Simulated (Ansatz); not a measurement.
## Two runs on C

System: C (P2/m, 1 atom in the cell).
Method of run A: DFT PBE, scalar-relativistic, plane waves, PAW, no spin polarisation (Ansatz 0.2.0).

The structure was made by a generator, so it may or may not be a known phase. Text and figures count atoms from 1; the logs count them from 0 in places.

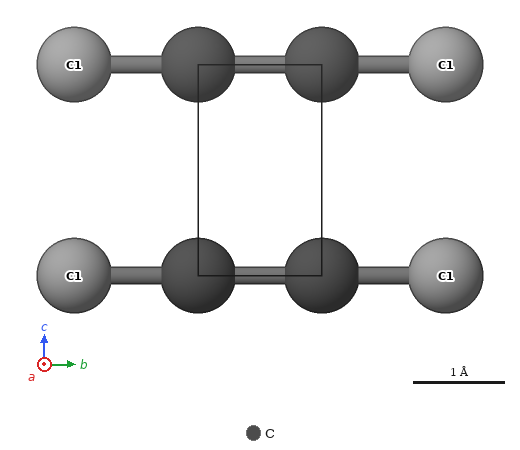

**Figure 1.** The input geometry (ball-and-stick view of the cell of the calculation, along the a axis; neighbours outside the cell are drawn fainter; atoms are numbered from 1 in the order of the input). An atom can appear more than once, as a periodic image.

### The input, run A
```yaml
crystal:
  lattice:
    - [2.02667644, 0.0, 0.0]
    - [0.0, 1.36145975, 0.0]
    - [-0.87718264, 0.0, 2.32163317]
  atoms:
    - { symbol: C, position: [0.5, 0.0, 0.0] }
basis:
  ecutwfc: 420
kpoints:
  mp_grid: { grid: [8, 12, 8] }
hamiltonian:
  xc: pbe
scf:
  occupations: { method: gaussian, width: 0.1 }
  lower_state_search: "off"
output:
  forces: true
  stress: true
  eigenvalues: true
```

Command:
```bash
ansatz run input.yaml --threads 1 --pin off --max-ram 2560MiB --backend cpu --events-out ev --progress --plain --runs-dir out
```

Hardware: 1 thread of Intel Xeon @ 2.70GHz, 189 GiB of memory available, shared host.

### Output, shortened to warnings, some set-up lines, iterations and results (run A)
```
Basis set: ecut = 420 eV, 123 PW (Γ), exchange–correlation on 30×20×36 points (8 copies of the dense FFT grid, shifted against one another)
Symmetry: 4 space group operations
k-points: 238 of 768
Initial density: superposition of atomic densities (neutral atoms: chi_scale 0, normalization atom), corrected by the library's trained network
[...]
SCF iter   1: F=—  HF=-248.463566 eV  |F-HF|=—  |Δ(HF+E_count)|=         —  Δρ=3.76e-2  dr2=4.67e-2  ethr=1.77e-3  ⟨swp⟩=4.8  Hψ=11378  notcnv=0
SCF iter   2: F=—  HF=-248.449793 eV  |F-HF|=—  |Δ(HF+E_count)|=   1.38e-2  Δρ=1.46e-2  dr2=5.29e-3  ethr=1.17e-3  ⟨swp⟩=1.7  Hψ=3554  notcnv=0  defer=43
SCF iter   3: F=—  HF=-248.448822 eV  |F-HF|=—  |Δ(HF+E_count)|=   9.71e-4  Δρ=2.13e-3  dr2=6.69e-5  ethr=1.32e-4  ⟨swp⟩=1.4  Hψ=1485  notcnv=0  defer=53
SCF iter   4: F=—  HF=-248.448860 eV  |F-HF|=—  |Δ(HF+E_count)|=   3.84e-5  Δρ=3.15e-4  dr2=1.59e-6  ethr=1.67e-6  ⟨swp⟩=1.7  Hψ=1590  notcnv=0  defer=53
SCF iter   5: F=-248.448861 eV  HF=-248.448861 eV  |F-HF|=1.43e-9  |Δ(HF+E_count)|=   1.15e-6  Δρ=1.36e-5  dr2=4.32e-9  ethr=3.98e-8  ⟨swp⟩=1.6  Hψ=1600  notcnv=0  defer=53
SCF iter   6: F=-248.448861 eV  HF=-248.448861 eV  |F-HF|=3.44e-12  |Δ(HF+E_count)|=   1.17e-9  Δρ=9.69e-7  dr2=1.27e-11  ethr=1.08e-10  ⟨swp⟩=2.2  Hψ=5049  notcnv=0
SCF 1 converged in 6 iterations: F = -248.448861 eV  dr2 = 1.27e-11
SCF converged after 6 iterations
Free energy (F): -248.448861 eV
Harris-Foulkes:  -248.448861 eV  (|F-HF|=3.44e-12)
Internal energy: -248.446793 eV  (E = F + TS)
E sigma→0 (E₀):  -248.447827 eV
Entropy (-TS):   -0.002068 eV (-2.068 meV/atom)
Fermi energy:    12.035812 eV
--- Per-component energies (eV) ---
  E_band       = 10.522649
  E_kinetic    = 90.737264
  E_local      = -73.542868  (includes V_loc(G=0)·N_el)
  E_nonlocal   = 27.481772
  E_hartree    = 15.800747
  E_xc         = -47.753244
  E_vxc        = -59.192985  (∫ρ·V_xc dr)
  E_paw        = -99.159287  (= ΣΔE_a)
  E_vpaw       = -6.562037  (= ΣTr[D̂ρ^β])
  E_aug_tail   = 0.000008  (compensation charges beyond the density's cutoff)
  E_ewald      = -162.011185
  E_smearing   = -0.002068  (= −TS)
  E_closure    = 0.000000  (closes the sum)
  Σ components = -248.448861   (vs F -248.448861, Δ=0.00e0)
--- Forces (eV/Å), atoms counted from 1 ---
  atom   1  C      0.00000000     0.00000000     0.00000000
  max |Σ_I F_I| component: 0.00e0 eV/Å
--- Stress (GPa, compression-positive) ---
       93.592968      -0.000000      -7.978220
       -0.000000     -89.371108       0.000000
       -7.978220       0.000000      76.634242
  P = ⅓ Tr σ = 26.9520 GPa (269.520 kbar)
```

For run B the input was changed thus:
```diff
-    - { symbol: C, position: [0.5, 0.0, 0.0] }
+    - { symbol: C, position: [0.5, 0.0, 0.0], spin: 1.0 }
+  populations: true
+magnetization:
+  spin_polarized: true
```

What does this change do to the results?

The energy is the same within 0.01 meV per atom. With spin allowed, the absolute moment of the cell comes to 0.00 μB. The SCF takes 15 iterations against 6. The two runs start from different initial densities, which also moves the count.

### Output, shortened to warnings, some set-up lines, iterations and results (run B)
```
WARN: the starting moments were not kept: the SCF closed with an absolute magnetisation of 5.3e-7 μB, where they sum to 1 μB in size (1 site). That is at most 0.1 of that sum. Measured as dr2_m measures the in/out step, that magnetisation stands 2.8e-13 eV from none, at or under the dr2_threshold of 1.0e-7 eV: it is no larger than a step whose dr2_m would equal this threshold. The system may hold …
Basis set: ecut = 420 eV, 123 PW (Γ), exchange–correlation on 30×20×36 points (8 copies of the dense FFT grid, shifted against one another)
Symmetry: 4 space group operations
k-points: 238 of 768
Initial density: superposition of atomic densities (chi_scale 0.1, normalization cell)
[...]
SCF iter   1: F=—  HF=-248.408076 eV  |F-HF|=—  |Δ(HF+E_count)|=         —  Δρ=1.18e-1 (↑7.56e-2 ↓1.18e-1)  dr2=7.54e-1  dr2_m=3.25e-1  M=0.202 μB ∫|m|=0.202 μB  β_m=0.30  …
SCF iter   2: F=—  HF=-248.356871 eV  |F-HF|=—  |Δ(HF+E_count)|=   5.12e-2  Δρ=8.14e-2 (↑5.53e-2 ↓8.14e-2)  dr2=2.69e-1  dr2_m=1.87e-1  M=0.160 μB ∫|m|=0.160 μB  β_m=0.30  …
SCF iter   3: F=—  HF=-248.344956 eV  |F-HF|=—  |Δ(HF+E_count)|=   1.19e-2  Δρ=4.40e-2 (↑4.40e-2 ↓4.22e-2)  dr2=3.65e-3  dr2_m=1.07e-1  M=0.124 μB ∫|m|=0.124 μB  β_m=0.30  …
SCF iter   4: F=—  HF=-248.389828 eV  |F-HF|=—  |Δ(HF+E_count)|=   4.49e-2  Δρ=3.25e-2 (↑3.25e-2 ↓3.21e-2)  dr2=5.70e-4  dr2_m=6.10e-2  M=0.099 μB ∫|m|=0.099 μB  β_m=0.30  …
SCF iter   5: F=—  HF=-248.415265 eV  |F-HF|=—  |Δ(HF+E_count)|=   2.54e-2  Δρ=2.40e-2 (↑2.40e-2 ↓2.40e-2)  dr2=1.04e-5  dr2_m=3.39e-2  M=0.084 μB ∫|m|=0.084 μB  β_m=0.30  …
[... 6 lines ...]
SCF iter  12: F=-248.448861 eV  HF=-248.448861 eV  |F-HF|=2.30e-8  |Δ(HF+E_count)|=   2.48e-7  Δρ=1.94e-5 (↑1.85e-5 ↓1.94e-5)  dr2=3.60e-9  dr2_m=2.00e-8  M=-0.000 μB …
SCF iter  13: F=-248.448861 eV  HF=-248.448861 eV  |F-HF|=6.36e-10  |Δ(HF+E_count)|=   3.25e-8  Δρ=6.25e-6 (↑6.25e-6 ↓4.41e-6)  dr2=1.33e-9  dr2_m=1.35e-9  M=0.000 μB …
SCF iter  14: F=-248.448861 eV  HF=-248.448861 eV  |F-HF|=1.19e-10  |Δ(HF+E_count)|=   1.61e-9  Δρ=1.83e-6 (↑1.29e-6 ↓1.83e-6)  dr2=2.27e-11  dr2_m=1.39e-10  M=0.000 μB …
SCF iter  15: F=-248.448861 eV  HF=-248.448861 eV  |F-HF|=5.68e-13  |Δ(HF+E_count)|=  2.12e-10  Δρ=1.05e-7 (↑1.05e-7 ↓1.03e-7)  dr2=2.51e-13  dr2_m=4.74e-13  M=-0.000 μB …
SCF 1 converged in 15 iterations: F = -248.448861 eV  dr2 = 2.51e-13
SCF converged after 15 iterations
Magnetization: -0.0000 μB (2.0000 up, 2.0000 down)
Absolute magnetization: 0.0000 μB (∫|ρ↑−ρ↓|, with the PAW one-centre terms)
Spin contamination: 0.0000 ħ² per cell (⟨S²⟩ above its minimum at these occupations)
Per-site moments (μB) at R_I (Å): [(-2.553780606564634e-7, 0.5616021468750001)]
Free energy (F): -248.448861 eV
Harris-Foulkes:  -248.448861 eV  (|F-HF|=5.68e-13)
Internal energy: -248.446793 eV  (E = F + TS)
E sigma→0 (E₀):  -248.447827 eV
Entropy (-TS):   -0.002068 eV (-2.068 meV/atom)
Fermi energy:    12.035812 eV
--- Per-component energies (eV) ---
  E_band       = 10.522648
  E_kinetic    = 90.737263
  E_local      = -73.542867  (includes V_loc(G=0)·N_el)
  E_nonlocal   = 27.481772
  E_hartree    = 15.800746
  E_xc         = -47.753243
  E_vxc        = -59.192985  (∫ρ·V_xc dr)
  E_paw        = -99.159287  (= ΣΔE_a)
  E_vpaw       = -6.562035  (= ΣTr[D̂ρ^β])
  E_aug_tail   = 0.000008  (compensation charges beyond the density's cutoff)
  E_ewald      = -162.011185
  E_smearing   = -0.002068  (= −TS)
  E_closure    = 0.000000  (closes the sum)
  Σ components = -248.448861   (vs F -248.448861, Δ=0.00e0)
--- Forces (eV/Å), atoms counted from 1 ---
  atom   1  C      0.00000000     0.00000000     0.00000000
  max |Σ_I F_I| component: 7.89e-31 eV/Å
--- Stress (GPa, compression-positive) ---
       93.592918      -0.000000      -7.978216
       -0.000000     -89.371034       0.000000
       -7.978216       0.000000      76.634218
  P = ⅓ Tr σ = 26.9520 GPa (269.520 kbar)
--- Löwdin populations: 1 site ---
  site symbol       q [e]    m [muB]
     0      C      3.9729    -0.0000
  spilling = 0.006774 (of n_electrons = 4.000000)
```

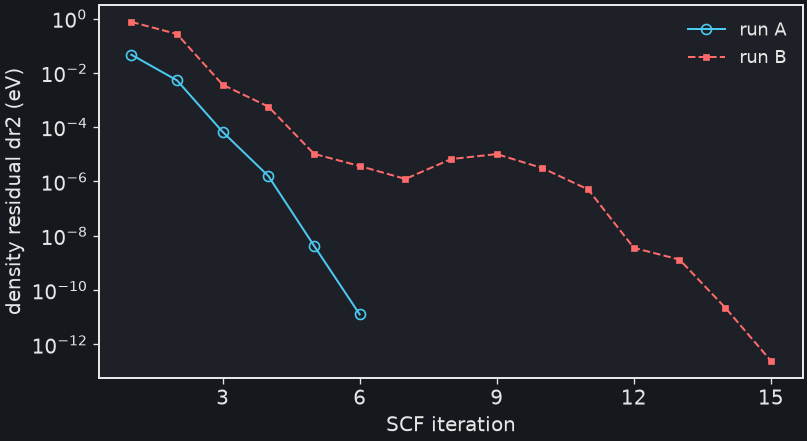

**Figure 2.** Convergence of the two runs: density residual dr2 against the SCF iteration. Run A takes 6 iterations in all, and run B takes 15.

### The two runs side by side

```tsv
quantity	run A	run B
outcome	converged	converged
free energy per atom (eV)	−248.4489	−248.4489
energy per atom, smearing taken to zero (eV)	−248.4478	−248.4478
gap on the mesh (eV)	0.00	0.00
pressure (GPa)	26.95	26.95
largest force (eV/Å)	0.000	0.000
SCF iterations	6	15
irreducible k-points	238	238
plane waves at Γ	123	123
net moment of the cell (μB)	–	0.00
absolute moment of the cell (μB)	–	0.00
wall time (shared host)	0.78 s	3.2 s
```

For run B: Warnings: some starting moments were not kept.
